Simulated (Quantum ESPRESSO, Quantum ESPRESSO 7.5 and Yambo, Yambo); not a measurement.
# GaN (honeycomb monolayer): bands and cutoff in G0W0 with Yambo

What does each rung of G0W0 on GaN (honeycomb monolayer) cost, and what does it buy?

Method: PBE and many-body steps on it, plane waves, in Quantum ESPRESSO 7.5 and Yambo 5.3.0.

## (1) Starting point

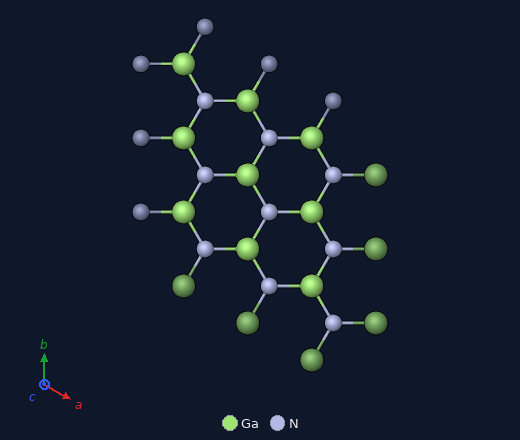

Start, viewed from above; gallium green, nitrogen light blue. 3×3×1 cells are drawn. Some periodic images of atoms are drawn too.

The cell holds 2 atoms: 1 Ga and 1 N. Its edges and angles: a = 3.213 Å, b = 3.213 Å, c = 14.000 Å, α = 90.0°, β = 90.0°, γ = 120.0°. Vacuum lies along c.

The structure was relaxed with PBE. The runs that relaxed it are not among those shown.

## (2) Empty states on the mesh, 9×9×1 mesh, 175 bands

This step: Quantum ESPRESSO 7.5; DFT, PBE, plane waves, norm-conserving pseudopotentials.

The sums over transitions need many empty states on a uniform mesh; this step solves for them.

The input, pw.in:

```
&control
  calculation = 'nscf'
  prefix = 'x'
  outdir = 'o'
  pseudo_dir = 'pseudo'
/
&system
  ibrav = 0
  nat = 2
  ntyp = 2
  ecutwfc = 72.0
  nbnd = 175
  force_symmorphic = .true.
/
&electrons
  conv_thr = 1e-9
  electron_maxstep = 80
  diago_full_acc = .true.
  diago_thr_init = 5e-6
/
ATOMIC_SPECIES
  Ga 69.723 Ga.upf
  N 14.007 N.upf
CELL_PARAMETERS angstrom
  3.2128946041 -0.0000000000 0.0000000000
  -1.6064473020 2.7824483469 0.0000000000
  0.0000000000 0.0000000000 14.0000000000
ATOMIC_POSITIONS crystal
  Ga 0.3333333333 0.6666666667 0.5000398335
  N 0.6666666667 0.3333333333 0.4999601665
K_POINTS automatic
  9 9 1 0 0 0
```

The run is started by

```console
OMP_NUM_THREADS=1 mpirun -n 4 pw.x -nk 4 -in pw.in > pw.out
```

What it wrote:

```text
Program PWSCF v.7.5 starts

     This program is part of the open-source Quantum ESPRESSO suite
     for quantum simulation of materials; please cite
         "P. Giannozzi et al., J. Phys.:Condens. Matter 21 395502 (2009);
         "P. Giannozzi et al., J. Phys.:Condens. Matter 29 465901 (2017);
         "P. Giannozzi et al., J. Chem. Phys. 152 154105 (2020);
     in publications or presentations arising from this work. More details at

     Atomic positions and unit cell read from directory:
     o/x.save/

     Message from routine setup:
[...]
35.2539  35.6268  35.8761  36.1072  36.4073  36.8067  37.1951  37.7101
     [... 10 further rows ...]
    65.4858  65.6798  65.7708  65.7918  66.9845  67.1715  67.4409  68.0080
    68.0139  68.3768  68.7288  69.6640  69.9488  70.0659  70.8334

          k = 0.0000 0.3849 0.0000 (  8718 PWs)   bands (ev):

     [... further k-points ...]

     highest occupied, lowest unoccupied level (ev):    -2.4504   -0.2760

     XML data file, pseudopotentials, collected wavefunctions

=------------------------------------------------------------------------------=
   JOB DONE.
=------------------------------------------------------------------------------=
```

Run time: 44 s. Hardware: 4 MPI ranks of Arm Neoverse V1, shared host; peak memory 0.74 GiB.

This step gave:

```
gap                                                           : 2.174 eV
k of the valence top                                          : 0.3333, 0.3333, 0
k of the conduction bottom                                    : 0, 0, 0
least direct gap                                              : 2.507 eV
k points computed                                             : 12
lowest point of the top converged band, above the valence top : 70.5696 eV
```

On this mesh the gap is 2.174 eV.

The density comes from a self-consistent run that is not shown.

## (3) Conversion and set-up

This step: Yambo 5.3.0; conversion and set-up on PBE, plane waves, norm-conserving pseudopotentials.

The states are converted to the many-body program's format and the q mesh is built.

The run is started by

```console
(cd o/x.save; p2y > p2y.log; mv SAVE ../..); yambo > setup.log
```

What it wrote:

```text
 Yambo, version 5.3.0

 [02] CORE Variables Setup
 =========================

  [02.01] Unit cells
  ==================

  Cell kind             :  HCP
  Atoms in the cell     :  Ga  N
  number of Ga atoms    :  1
  number of N  atoms    :  1

  List of atomic masses
  Mass of Ga    :  69.72300
  Mass of N     :  14.00700

  List of atomic coordinates    : [cc]
  Ga1       : -0.24058E-09   3.5054       13.229      order 1
  N1       :   3.03575   1.75269  13.22703  order 2

  Alat factors          :   6.07149   5.25807  26.45617 [a.u.]
  Direct lattice volume :  844.5945 [a.u.]
[...]
K/Q-points units:
 rlu = crystal or reduced units; cc = cartesian coordinates; iku = interal k-units

 Q [ 1]         [rlu]:  0.000000  0.000000  0.000000
 Q [ 2]         [rlu]:  0.59999E-17  0.11111       0.0000
 Q [ 3]         [rlu]:  0.12000E-16  0.22222       0.0000
[...]
Q [ 8]         [rlu]:  0.111111  0.333333  0.000000
 Q [ 9]         [rlu]:  0.111111  0.444444  0.000000
 Q [10]         [rlu]:  0.222222  0.222222  0.000000
 Q [11]         [rlu]:  0.222222  0.333333  0.000000
 Q [12]         [rlu]:  0.333333  0.333333  0.000000

  [03.01] X indexes
  =================

   [03.01.01] Sigma indexes
   ========================

 [06] Game Over & Game summary
```

Elapsed: 2.8 s, on 1 MPI rank; peak memory 0.25 GiB.

## (4) 43 bands, 95.2 eV

G0W0 replaces the xc potential by the self-energy, built once from these orbitals. Only a window of levels is corrected, while the sums run over the empty bands that the input names.

This step: G0W0 on PBE, plane waves, norm-conserving pseudopotentials.

The input, gw1.in:

```
HF_and_locXC
gw0
dyson
ppa
em1d
rim_cut
rim_w
RandQpts= 3000000
RandGvec= 100 RL
CUTGeo= "slab z"
RandGvecW= 9 RL
EXXRLvcs= 72 Ry
VXCRLvcs= 288 Ry
Chimod= "HARTREE"
% BndsRnXp
 1 | 43 |
%
NGsBlkXp= 7 Ry
% LongDrXp
 1 | 1 | 0 |
%
% GbndRnge
 1 | 43 |
%
DysSolver= "n"
ExtendOut
PPAPntXp= 27.21138 eV
% QPkrange
 12 | 12 | 8 | 11 |
 1 | 1 | 8 | 11 |
%
```

The run is started by

```console
OMP_NUM_THREADS=1 mpirun -n 4 yambo -F gw1.in -J gw1 -C gw1 > gw1.log
```

What it wrote:

```text
 Yambo, version 5.3.0

 [02] CORE Variables Setup
 =========================

  [... cell, symmetries and grids as in the set-up ...]

  [02.05] Energies & Occupations
  ==============================

  [X] === General ===
  [X] Electronic Temperature                        :  0.000000  0.000000 [eV K]
  [X] Bosonic    Temperature                        :  0.000000  0.000000 [eV K]
  [X] Finite Temperature mode                       : no
  [X] El. density                                   :  0.14382E+24 [cm-3]
  [X] Fermi Level                                   : -2.450356 [eV]

  [X] === Gaps and Widths ===
  [X] Conduction Band Min                           :  2.174319 [eV]
  [X] Valence Band Max                              :  0.000000 [eV]
  [X] Filled Bands                                  :   9
  [X] Empty Bands                                   :   10  175
  [X] Direct Gap                                    :  2.507052 [eV]
  [X] Direct Gap localized at k                     :  1
  [X] Indirect Gap                                  :  2.174319 [eV]
  [X] Indirect Gap between kpts                     :  12   1
  [X] Last valence band width                       :  1.345545 [eV]
  [X] 1st conduction band width                     :  3.094321 [eV]

 [03] Transferred momenta grid and indexing
 ==========================================

 IBZ Q-points                                      :  12
 BZ  Q-points                                      :   81

 K/Q-points units:
 rlu = crystal or reduced units; cc = cartesian coordinates; iku = interal k-units

 Q [ 1]         [rlu]:  0.000000  0.000000  0.000000
 Q [ 2]         [rlu]:  0.59999E-17  0.11111       0.0000
 Q [ 3]         [rlu]:  0.12000E-16  0.22222       0.0000
 Q [ 4]         [rlu]:  0.18000E-16  0.33333       0.0000
 Q [ 5]         [rlu]:  0.24000E-16  0.44444       0.0000
 Q [ 6]         [rlu]:  0.111111  0.111111  0.000000
 Q [ 7]         [rlu]:  0.111111  0.222222  0.000000
 Q [ 8]         [rlu]:  0.111111  0.333333  0.000000
 Q [ 9]         [rlu]:  0.111111  0.444444  0.000000
 Q [10]         [rlu]:  0.222222  0.222222  0.000000
 Q [11]         [rlu]:  0.222222  0.333333  0.000000
 Q [12]         [rlu]:  0.333333  0.333333  0.000000

 [04] Coloumb potential Random Integration (RIM)
 ===============================================

 Performing RIM of v_slab

  [04.01] RIM initialization
  ==========================

  * Diagonal components only detected *

  8 x (sBL volume)        :  0.029007 [a.u.]
  sBZ random points       :  3000000
  Points outside the sBZ  :  24001124
  RL volume               :  0.293692 [a.u.]
  Integrated volume       :  0.293678 [a.u.]

  [04.02] RIM integrals
  =====================

  Gamma point sphere radius             :  0.031176 [a.u.]
  Points outside the sphere             :  2398760
  [Int_sBZ(q=0) 1/q^2]*(Vol_sBZ)^(-1/3) =:  7.241949
                                 should be <:  7.795600

  Summary of Coulomb integrals for non-metallic bands |Q|[au] RIM/Bare

  Q [1] 0.100000E-4 0.928979 * Q [2] 0.132773 0.898647
  Q [6] 0.229970 0.987339 * Q [3] 0.265547 0.998666
  Q [7] 0.351286 1.008532 * Q [4] 0.398320 1.009451
  Q [10] 0.459941 1.008860 * Q [8] 0.478722 1.008580
  Q [5] 0.531094 1.007625 * Q [11] 0.578746 1.006673
  Q [9] 0.608445 1.006172 * Q [12] 0.689911 1.004908
  Non-periodic chartesian directions : none
  Optical renormalization            :  26.45617 [au]
  Polarizability dimension           : length

 [05] Coloumb potential CutOffslab
 =================================

 Cut directionsZ
 Slab Cutoff:Z
 Symmetry test passed : yes

 [06] Dipoles
 ============

  [06.01] Setup: observables and procedures
  =========================================

 [07] Dynamic Dielectric Matrix (PPA)
 ====================================

 [WR./gw1//ndb.pp]---------------------------------------------------------------
  Brillouin Zone Q/K grids (IBZ/BZ)                :   12   81   12   81
  RL vectors                                       :  10775 [WF]
[...]
<9|nlXC|9> = -21.35127  0.16284E-16 <9|lXC|9> = -18.32469  0.47204E-16
 <10|nlXC|10> = -7.242972  0.13779E-17 <10|lXC|10> = -10.91415  0.38040E-25
 <11|nlXC|11> = -2.492757  0.79841E-18 <11|lXC|11> = -4.732583 -0.11801E-16

  Corrections @ K [12] :  [eV]
 <8|nlXC|8> = -19.52848  0.89295E-17 <8|lXC|8> = -14.36821  0.94408E-16
 <9|nlXC|9> = -19.69369  0.20281E-16 <9|lXC|9> = -16.05736  0.31454E-30
 <10|nlXC|10> = -4.893069 -0.14871E-17 <10|lXC|10> = -8.607072  0.18882E-15
 <11|nlXC|11> = -7.886081  0.78490E-18 <11|lXC|11> = -13.80976 -0.39522E-28

  [08.01] Hartree-Fock occupations report
  =======================================

  [Hartree-Fock] === General ===
  [Hartree-Fock] Electronic Temperature             :  0.000000  0.000000 [eV K]
  [Hartree-Fock] Bosonic    Temperature             :  0.000000  0.000000 [eV K]
  [Hartree-Fock] Finite Temperature mode            : no
  [Hartree-Fock] El. density                        :  0.14382E+24 [cm-3]
  [Hartree-Fock] Fermi Level                        : -2.450356 [eV]

  [Hartree-Fock] === Gaps and Widths ===
  [Hartree-Fock] Conduction Band Min                :  2.884319 [eV]
  [Hartree-Fock] Valence Band Max                   : -0.183594 [eV]
  [Hartree-Fock] Filled Bands                       :   9
  [Hartree-Fock] Empty Bands                        :   10  175
  [Hartree-Fock] Direct Gap                         :  3.458548 [eV]
  [Hartree-Fock] Direct Gap localized at k          :  2
  [Hartree-Fock] Indirect Gap                       :  3.067913 [eV]
  [Hartree-Fock] Indirect Gap between kpts          :  11   2
  [Hartree-Fock] Last valence band width            :  3.452742 [eV]
  [Hartree-Fock] 1st conduction band width          :  5.915376 [eV]

 [09] Dyson equation: Newton solver
 ==================================

  [09.01] RIM-W interpolation
  ===========================

  [WARNING] RIM-W works only for 2D semiconductors with slab cutoff
  Found compatible q grid: 2D
  q_min[ 1 ]:  0.11111      0.61519E-11   0.0000     [rlu]
   0.111111  0.055556  0.000000 [iku]
  q_min[ 2 ]:  0.59999E-17  0.11111       0.0000     [rlu]
   0.59999E-17  0.11111       0.0000     [iku]
  G-vectors :   9
  G-vectors loaded:   61
  Number of interpolated frequencies:  2

  Evaluating coefficients q = 0
  Evaluating coefficients q = 0

  [09.02] RIM-W integrals
  =======================

  8 x (sBL volume)        :  0.029007 [a.u.]
  sBZ random points       :  3000000
  Points outside the sBZ  :  24001124
  RL volume               :  0.293692 [a.u.]
  Integrated volume       :  0.293678 [a.u.]

  [09.03] RIM integrals
  =====================

  Comparison between head Wc = W - v averages: < Wc > [au] RIM-W/RIM

   < -Wc [Q = 1] > 0.127980E-1 0.878549E-5 * < -Wc [Q = 2] > 0.003421 0.003315
   < -Wc [Q = 3] > 0.731313E-3 0.719621E-3 * < -Wc [Q = 4] > 0.255383E-3 0.252480E-3
   < -Wc [Q = 5] > 0.114884E-3 0.113981E-3 * < -Wc [Q = 6] > 0.001040 0.001021
   < -Wc [Q = 7] > 0.359240E-3 0.355027E-3 * < -Wc [Q = 8] > 0.155277E-3 0.154061E-3
   < -Wc [Q = 9] > 0.783105E-4 0.778844E-4 * < -Wc [Q = 10] > 0.174917E-3 0.173639E-3
   < -Wc [Q = 11] > 0.919840E-4 0.915500E-4 * < -Wc [Q = 12] > 0.554033E-4 0.552451E-4

  Comparison between head Wc = W - v averages: < Wc > [au] RIM-W/RIM

   < -Wc [G = 1,G`=0] > 0.127980E-1 0.878549E-5 * < -Wc [G = 2,G`=0] >-0.962022E-3  0.00000
   < -Wc [G = 3,G`=0] >-0.962022E-3  0.00000 * < -Wc [G = 4,G`=0] > 0.562648E-4  0.00000
   < -Wc [G = 5,G`=0] > 0.562648E-4  0.00000 * < -Wc [G = 6,G`=0] >-0.334552E-4  0.00000
   < -Wc [G = 7,G`=0] >-0.334552E-4  0.00000 * < -Wc [G = 8,G`=0] > 0.124673E-5  0.00000
   < -Wc [G = 9,G`=0] > 0.124673E-5  0.00000

 [10] G0W0 (W PPA)
 =================

 [  GW  ] Bands range     :    1   43
 [GW/PPA] G damping       :  0.100000 [eV]

 QP @ state[ 1 ] K range:  1  1
 QP @ state[ 1 ] b range:   8  11
 QP @ state[ 2 ] K range:  12  12
 QP @ state[ 2 ] b range:   8  11

  Sc/G bands                                       :    1   43
  Sc/G damping                                     :  0.100000 ev
  Sc bands terminator                              : no
  Sx RL components                                 :   8789

  QP @ state[ 1 ] K range                          :  1  1
  QP @ state[ 1 ] b range                          :   8  11
  QP @ state[ 2 ] K range                          :  12  12
  QP @ state[ 2 ] b range                          :   8  11
  GF energies kind                                 : Perdew, Burke & Ernzerhof(X)+Perdew, Burke & Ernzerhof(C)
  GF WF`s kind                                     : Perdew, Burke & Ernzerhof(X)+Perdew, Burke & Ernzerhof(C)
  Xs energies kind                                 : Perdew, Burke & Ernzerhof(X)+Perdew, Burke & Ernzerhof(C)
  Xs WF`s kind                                     : Perdew, Burke & Ernzerhof(X)+Perdew, Burke & Ernzerhof(C)

 [14] Game Over & Game summary
```

The job ended after 2.3 min (4 MPI ranks; peak memory 2.1 GiB).

Numbers from this step:

```yaml
g0w0_gap_on_the_points_computed: 3.877 eV
starting_gap_on_the_mesh: 2.174 eV
k_of_the_valence_top: 0.3333, 0.3333, 0
k_of_the_conduction_bottom: 0, 0, 0
least_direct_g0w0_gap_on_the_computed_points: 3.896 eV
z_at_the_valence_top: 0.7732
z_at_the_conduction_bottom: 0.8323
```

The gap on the mesh goes from 2.17 eV to 3.88 eV, a correction of +1.70 eV.

[end of part 1 of 2]

[Paths, hosts, dates, memory and timing lines, banners, echoed tables and standing remarks are left out of the program output.]

[Logs are printed without paths, hosts, clocks, repeated set-up lines and the standing remarks that a program may print on its own settings, such as how far it seeks lower states.]

[Runs of the session that timed out or met a known fault of the program may be left out.]

[Hosts, paths, dates, database ids (printed as entryN), source tags and the programs' standing remarks are cut or masked in the printed files.]
